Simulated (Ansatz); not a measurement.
SiSe₂: geometry relaxation (part 1 of 2)

The run: geometry relaxation of SiSe₂ (Ibam, 6 atoms in the cell). Method and program: DFT PBE, scalar-relativistic, plane waves, PAW, no spin polarisation (Ansatz 0.2.0).

The structure derives from an entry of the Crystallography Open Database. It belongs to a series of runs on one base structure; here: volume × 1.040. Figures and captions count atoms from 1; the log counts them from 0 in places.

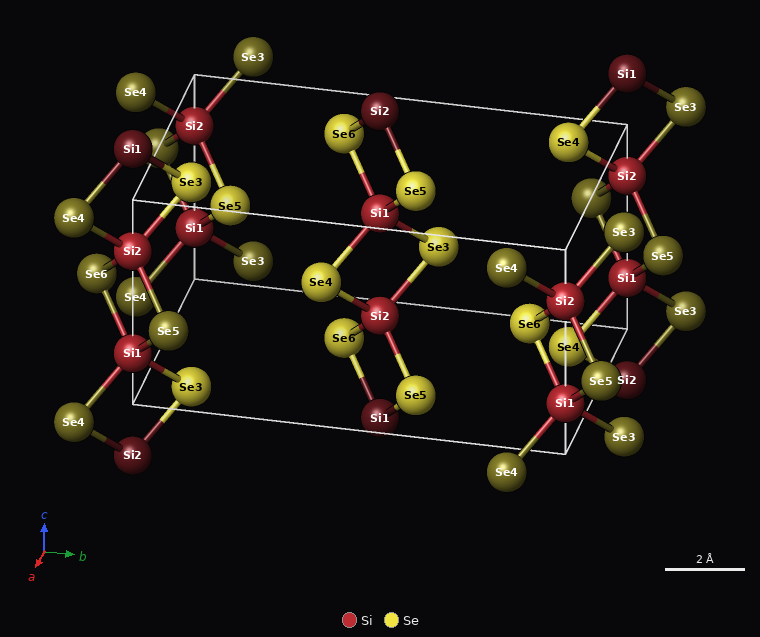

Figure 1. The input geometry (ball-and-stick view of the cell 2 times as large as that of the calculation, set on its symmetry axes, seen at an oblique angle; neighbours outside the cell are drawn fainter; atoms are numbered from 1 in the order of the input). An atom can appear more than once, as a periodic image.

Input:
```yaml
crystal:
  lattice:
    - [-3.4040972076, 5.6891456492, 2.9869315869]
    - [3.4040972076, -5.6891456492, 2.9869315869]
    - [3.4040972076, 5.6891456492, -2.9869315869]
  atoms:
    - { symbol: Si, position: [0.25, 0.25, 0.0] }
    - { symbol: Si, position: [0.75, 0.75, 0.0] }
    - { symbol: Se, position: [0.1092324697, 0.8146771354, 0.923909605] }
    - { symbol: Se, position: [0.8907675303, 0.1853228646, 0.076090395] }
    - { symbol: Se, position: [0.6092324697, 0.6853228646, 0.2945553343] }
    - { symbol: Se, position: [0.3907675303, 0.3146771354, 0.7054446657] }
basis:
  ecutwfc: 420
  ecutrho_ratio: 4
kpoints:
  mp_grid: { grid: [6, 6, 6] }
hamiltonian:
  xc: pbe
scf:
  occupations: { method: gaussian, width: 0.05 }
output:
  forces: true
  stress: true
  eigenvalues: true
  write_density: true
  write_potential: true
  elf: true
  volumetric_format: npy
relax:
  f_tol: 0.01
  max_steps: 40
  cell: { stress_tol: 0.1, fix: [volume] }
```

Machine: 4 threads of Arm Neoverse V2, 24 GiB of memory available, shared host.

Launch command:
```bash
ansatz run input.yaml --threads 4 --pin off --max-ram 7168MiB --backend cpu --events-out ev --progress --plain --runs-dir out
```

Output:
```
Engine: ansatz 0.2.0, aarch64-unknown-linux-gnu
Pseudopotentials: kind: paw
Pseudopotential: Si, paw, valence charge 4, recommended cutoff 420 eV (normal), Si.paw.azcp
Pseudopotential: Se, paw, valence charge 16, recommended cutoff 420 eV (normal), Se.paw.azcp
Functional definition: PBE
  parameter kappa = 0.804
  parameter beta = 0.06672455060314922
  exchange = pbe_x(kappa = kappa, mu = beta*pi^2/3)
  correlation = pbe_c(beta = beta)
Crystal: 6 atoms, lattice volume = 231.385 Å³
Basis set: ecut = 420 eV, 4533 PW (Γ), exchange–correlation on 100×100×100 points (8 copies of the dense FFT grid, shifted against one another)
Bands: 44, of which v1, the nominal top of the filled ones, is band 36 counted from 1 (35 counted from 0)
Symmetry: 8 space group operations
Space group: Ibam (ITA 72), of the structure as read, at distance tolerance 6.1e-5 Å
k-points: 46 of 216
Non-local potential: Si, projectors of the file, l = 0: 2, l = 1: 2, l = 2: 2
Non-local potential: Se, projectors of the file, l = 0: 2, l = 1: 2, l = 2: 3, l = 3: 1
PAW form: soft (Blöchl's): semilocal exchange-correlation on the pseudo side does not see the compensation charge
PAW one-centre angular grid: Si, 110 points (default); XC on 64 Gauss nodes
PAW one-centre angular grid: Se, 590 points (default); XC on 64 Gauss nodes
Initial density: superposition of atomic densities (neutral atoms: chi_scale 0, normalization atom), corrected by the library's trained network
Initial wavefunctions: pseudopotential atomic-orbital guess
Functional: x = pbe(κ = 0.804, μ = 0.2195149727645171), c = pbe(β = 0.06672455060314922)
SCF iter   1: F=—  HF=-23150.677360 eV  |F-HF|=—  |Δ(HF+E_count)|=         —  Δρ=1.13e-3  dr2=2.71e-3  ethr=1.77e-3  ⟨swp⟩=7.2  Hψ=8572  notcnv=0  defer=2
preconditioner: auto → Resta (q_TF=auto, 2.246 Å⁻¹)  ε∞=3.1  [insulator: Δε(μ)=2.243 eV  Ē_g=9.638 eV  σ=0.050 eV  W_gap=1.00  n_scr=48 (ndim 8)  ℏωp=13.8 eV  f_vac=0.347  D(μ)=0.00/eV (n_scr^D=0)  ε∞_Penn≈3.1]
SCF iter   2: F=—  HF=-23150.678707 eV  |F-HF|=—  |Δ(HF+E_count)|=   1.35e-3  Δρ=5.52e-4  dr2=4.98e-4  ethr=3.77e-6  ⟨swp⟩=2.2  Hψ=2969  notcnv=0  defer=7
SCF iter   3: F=—  HF=-23150.679375 eV  |F-HF|=—  |Δ(HF+E_count)|=   6.67e-4  Δρ=1.69e-4  dr2=7.87e-5  ethr=6.92e-7  ⟨swp⟩=2.0  Hψ=2563  notcnv=0  defer=7
SCF iter   4: F=—  HF=-23150.679440 eV  |F-HF|=—  |Δ(HF+E_count)|=   6.48e-5  Δρ=4.80e-5  dr2=7.92e-6  ethr=1.09e-7  ⟨swp⟩=2.0  Hψ=2408  notcnv=0  defer=7
SCF iter   5: F=—  HF=-23150.679450 eV  |F-HF|=—  |Δ(HF+E_count)|=   1.07e-5  Δρ=1.39e-5  dr2=7.99e-7  ethr=1.10e-8  ⟨swp⟩=2.0  Hψ=2592  notcnv=0  defer=7
SCF iter   6: F=—  HF=-23150.679451 eV  |F-HF|=—  |Δ(HF+E_count)|=   1.15e-6  Δρ=5.78e-6  dr2=1.11e-7  ethr=1.11e-9  ⟨swp⟩=2.0  Hψ=3512  notcnv=0  defer=7
SCF iter   7: F=-23150.679452 eV  HF=-23150.679452 eV  |F-HF|=1.49e-8  |Δ(HF+E_count)|=   1.81e-7  Δρ=1.51e-6  dr2=7.91e-9  ethr=1.39e-10  ⟨swp⟩=12.6  Hψ=15437  notcnv=0
SCF 1 converged in 7 iterations: F = -23150.679452 eV  dr2 = 7.91e-9
  greatest PAW one-centre occupation: 1.000 electrons in one spin orbital (limit 2), on the Se atom at site 3 (counted from 0), in its partial waves of l = 2
relax step   1: F+E_penalty+E_count = -23150.67945163 eV  Δ(F+E_penalty+E_count) = +0.000e0 eV  max|allowed force component| = 1.829e-1 eV/Å  Δτ_max = 0.0000 Å  P = -0.764 GPa  Ω = 231.385 Å³  fix = [volume]  reactions: volume -0.764 GPa  (7 SCF iters, dr2 threshold 1.00e-7 eV, accepted)
Basis set: ecut = 420 eV, 4537 PW (Γ), exchange–correlation on 100×100×100 points (8 copies of the dense FFT grid, shifted against one another)
Initial density: handed on by an earlier stage of this run
Initial wavefunctions: those handed on with the density
iter 1 solved again at ethr=2.40e-6 eV; its pass at ethr=3.10e-3 eV (dr2=1.73e-3 eV) is discarded
SCF iter   1: F=—  HF=-23150.689506 eV  |F-HF|=—  |Δ(HF+E_count)|=         —  Δρ=8.30e-4  dr2=2.03e-3  ethr=2.40e-6  ⟨swp⟩=2.5  Hψ=8885  notcnv=0
preconditioner: auto → Resta (q_TF=auto, 2.246 Å⁻¹)  ε∞=3.0  [insulator: Δε(μ)=2.285 eV  Ē_g=9.720 eV  σ=0.050 eV  W_gap=1.00  n_scr=48 (ndim 8)  ℏωp=13.8 eV  f_vac=0.349  D(μ)=0.00/eV (n_scr^D=0)  ε∞_Penn≈3.0]
SCF iter   2: F=—  HF=-23150.689081 eV  |F-HF|=—  |Δ(HF+E_count)|=   4.25e-4  Δρ=3.97e-4  dr2=2.92e-4  ethr=2.40e-6  ⟨swp⟩=2.0  Hψ=2466  notcnv=0
SCF iter   3: F=—  HF=-23150.689023 eV  |F-HF|=—  |Δ(HF+E_count)|=   5.77e-5  Δρ=1.05e-4  dr2=2.52e-5  ethr=4.05e-7  ⟨swp⟩=2.0  Hψ=2637  notcnv=0
SCF iter   4: F=—  HF=-23150.689025 eV  |F-HF|=—  |Δ(HF+E_count)|=   2.56e-6  Δρ=2.07e-5  dr2=1.53e-6  ethr=3.49e-8  ⟨swp⟩=2.0  Hψ=2687  notcnv=0
SCF iter   5: F=-23150.689026 eV  HF=-23150.689027 eV  |F-HF|=2.29e-7  |Δ(HF+E_count)|=   1.26e-6  Δρ=7.29e-6  dr2=1.76e-7  ethr=8.33e-10  ⟨swp⟩=11.1  Hψ=17199  notcnv=0
SCF 2 converged in 5 iterations: F = -23150.689026 eV  dr2 = 1.76e-7
  greatest PAW one-centre occupation: 1.000 electrons in one spin orbital (limit 2), on the Se atom at site 5 (counted from 0), in its partial waves of l = 2
relax step   2: F+E_penalty+E_count = -23150.68902640 eV  Δ(F+E_penalty+E_count) = -9.575e-3 eV  max|allowed force component| = 1.067e-2 eV/Å  Δτ_max = 0.0157 Å  P = -0.146 GPa  Ω = 231.385 Å³  energy of the carried Pulay correction = -7.491e-18 eV  fix = [volume]  reactions: volume -0.146 GPa  (5 SCF iters, dr2 threshold 6.00e-7 eV, accepted)
Basis set: ecut = 420 eV, 4545 PW (Γ), exchange–correlation on 100×100×100 points (8 copies of the dense FFT grid, shifted against one another)
iter 1 solved again at ethr=1.08e-7 eV; its pass at ethr=3.10e-3 eV (dr2=7.80e-5 eV) is discarded
SCF iter   1: F=—  HF=-23150.689703 eV  |F-HF|=—  |Δ(HF+E_count)|=         —  Δρ=2.06e-4  dr2=1.23e-4  ethr=1.08e-7  ⟨swp⟩=3.0  Hψ=9271  notcnv=0
preconditioner: auto → Resta (q_TF=auto, 2.246 Å⁻¹)  ε∞=3.0  [insulator: Δε(μ)=2.291 eV  Ē_g=9.734 eV  σ=0.050 eV  W_gap=1.00  n_scr=48 (ndim 8)  ℏωp=13.8 eV  f_vac=0.351  D(μ)=0.00/eV (n_scr^D=0)  ε∞_Penn≈3.0]
SCF iter   2: F=—  HF=-23150.689686 eV  |F-HF|=—  |Δ(HF+E_count)|=   1.76e-5  Δρ=1.12e-4  dr2=2.65e-5  ethr=1.08e-7  ⟨swp⟩=2.0  Hψ=2494  notcnv=0
SCF iter   3: F=—  HF=-23150.689672 eV  |F-HF|=—  |Δ(HF+E_count)|=   1.36e-5  Δρ=2.42e-5  dr2=1.75e-6  ethr=3.68e-8  ⟨swp⟩=2.0  Hψ=2480  notcnv=0
SCF iter   4: F=—  HF=-23150.689672 eV  |F-HF|=—  |Δ(HF+E_count)|=   2.85e-7  Δρ=5.73e-6  dr2=1.06e-7  ethr=2.44e-9  ⟨swp⟩=2.0  Hψ=2564  notcnv=0
SCF iter   5: F=-23150.689672 eV  HF=-23150.689672 eV  |F-HF|=6.93e-9  |Δ(HF+E_count)|=   1.21e-7  Δρ=1.48e-6  dr2=6.77e-9  ethr=8.66e-11  ⟨swp⟩=10.0  Hψ=13019  notcnv=0
SCF 3 converged in 5 iterations: F = -23150.689672 eV  dr2 = 6.77e-9
relax step   3: F+E_penalty+E_count = -23150.68967246 eV  Δ(F+E_penalty+E_count) = -6.461e-4 eV  max|allowed force component| = 2.146e-3 eV/Å  Δτ_max = 0.0015 Å  P = -0.034 GPa  Ω = 231.385 Å³  fix = [volume]  reactions: volume -0.034 GPa  (5 SCF iters, dr2 threshold 6.24e-8 eV, accepted)
Initial wavefunctions: pseudopotential atomic-orbital guess (no wavefunctions were taken with the density)
iter 1 solved again at ethr=2.06e-7 eV; its pass at ethr=3.10e-3 eV (dr2=1.48e-4 eV) is discarded
SCF iter   1: F=—  HF=-23150.682737 eV  |F-HF|=—  |Δ(HF+E_count)|=         —  Δρ=1.61e-4  dr2=1.53e-6  ethr=2.06e-7  ⟨swp⟩=3.1  Hψ=13111  notcnv=0
preconditioner: auto → Resta (q_TF=auto, 2.246 Å⁻¹)  ε∞=3.0  [insulator: Δε(μ)=2.292 eV  Ē_g=9.733 eV  σ=0.050 eV  W_gap=1.00  n_scr=48 (ndim 8)  ℏωp=13.8 eV  f_vac=0.351  D(μ)=0.00/eV (n_scr^D=0)  ε∞_Penn≈3.0]
SCF iter   2: F=—  HF=-23150.687592 eV  |F-HF|=—  |Δ(HF+E_count)|=   4.86e-3  Δρ=8.10e-5  dr2=3.37e-7  ethr=2.12e-9  ⟨swp⟩=3.0  Hψ=3195  notcnv=0
SCF iter   3: F=—  HF=-23150.689639 eV  |F-HF|=—  |Δ(HF+E_count)|=   2.05e-3  Δρ=1.15e-5  dr2=3.43e-8  ethr=4.68e-10  ⟨swp⟩=3.0  Hψ=3189  notcnv=0
SCF iter   4: F=—  HF=-23150.689673 eV  |F-HF|=—  |Δ(HF+E_count)|=   3.49e-5  Δρ=2.94e-6  dr2=6.34e-9  ethr=4.77e-11  ⟨swp⟩=2.0  Hψ=2760  notcnv=0
SCF iter   5: F=—  HF=-23150.689676 eV  |F-HF|=—  |Δ(HF+E_count)|=   2.38e-6  Δρ=3.20e-7  dr2=5.08e-10  ethr=8.80e-12  ⟨swp⟩=2.8  Hψ=3316  notcnv=0
SCF iter   6: F=-23150.689676 eV  HF=-23150.689676 eV  |F-HF|=8.73e-11  |Δ(HF+E_count)|=   6.73e-9  Δρ=1.33e-7  dr2=1.02e-10  ethr=1.00e-12  ⟨swp⟩=8.2  Hψ=10640  notcnv=0
SCF 4 converged in 6 iterations: F = -23150.689676 eV  dr2 = 1.02e-10
relax step   4: F+E_penalty+E_count = -23150.68967588 eV  Δ(F+E_penalty+E_count) = -3.421e-6 eV  max|allowed force component| = 2.148e-3 eV/Å  Δτ_max = 0.0000 Å  P = -0.034 GPa  Ω = 231.385 Å³  fix = [volume]  reactions: volume -0.034 GPa  stress off target by 7.42e-3 GPa on what of the cell is left free  SCF on the basis re-selected at this cell (its energy is not comparable with the rows above)  (6 SCF iters)
```

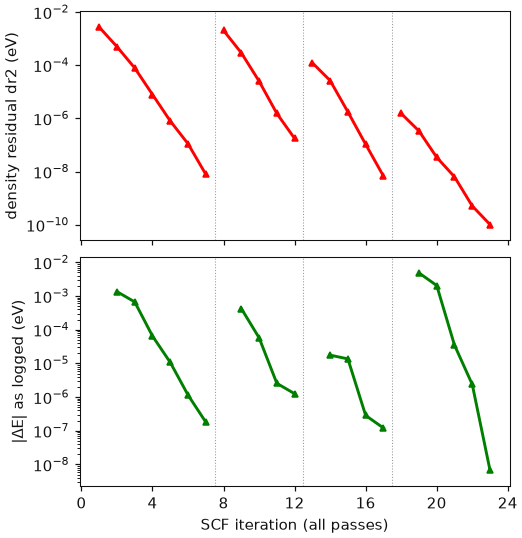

Figure 2. Convergence of the self-consistent field: density residual dr2 and size of the energy change against the SCF iteration. The dotted lines part the SCF passes of the relaxation: geometry steps, rejected trials and re-solves on a re-selected basis. The passes take 7, 5, 5 and 6 iterations.

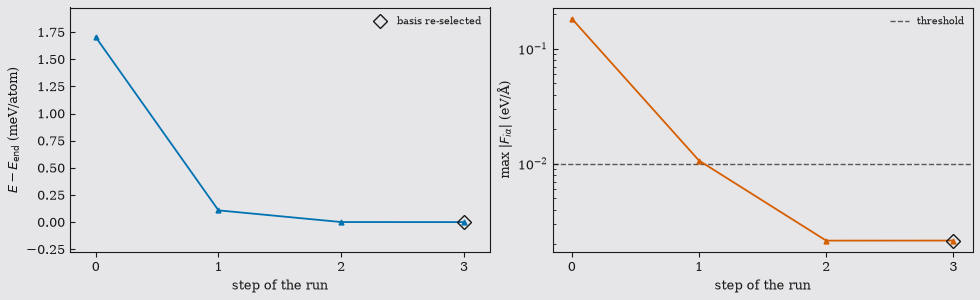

Figure 3. Progress of the relaxation, step by step (the first geometry is step 0 here and step 1 in the log).

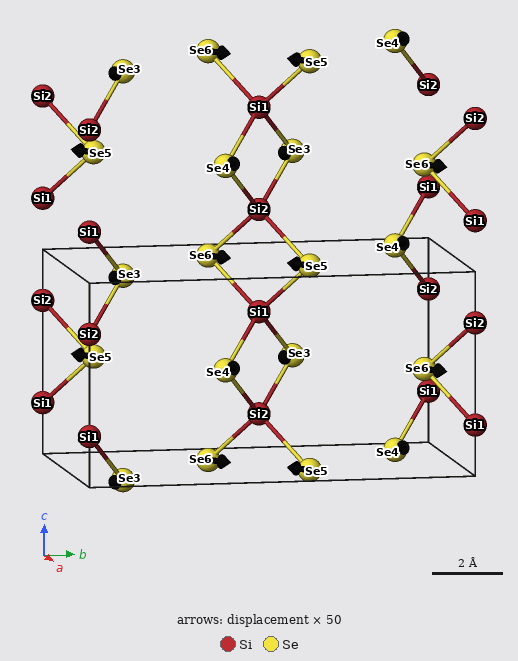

Figure 4. The starting structure with the displacements (without the part carried along by the change of the cell) as black arrows, magnified 50 times (ball-and-stick view of the cell 2 times as large as that of the calculation, set on its symmetry axes, repeated 1 × 1 × 2, seen slightly off an axis). The energy falls by 1.7 meV per atom in 2 geometry steps. Largest force component: 0.18 eV/Å at the start, 0.0021 eV/Å at the end. Pressure: −0.76 GPa at the start and −0.03 GPa at the end. The largest moves relative to the cell, 0.017 Å, are those of Se3, Se4, Se5 and Se6. Si stays in place. The drawn cell changes at constant volume: a 6.808 → 6.828 Å (+0.3 %), b 11.378 → 11.417 Å (+0.3 %), c 5.974 → 5.936 Å (−0.6 %). Distances before and after: Si1–Se3 2.317 → 2.302 Å. The space group stays Ibam (No. 72). A last SCF at the same geometry on a re-selected plane-wave basis shifts the energy by next to nothing (0.0 meV per atom). (Atoms are counted from 1 in the order of the input.)
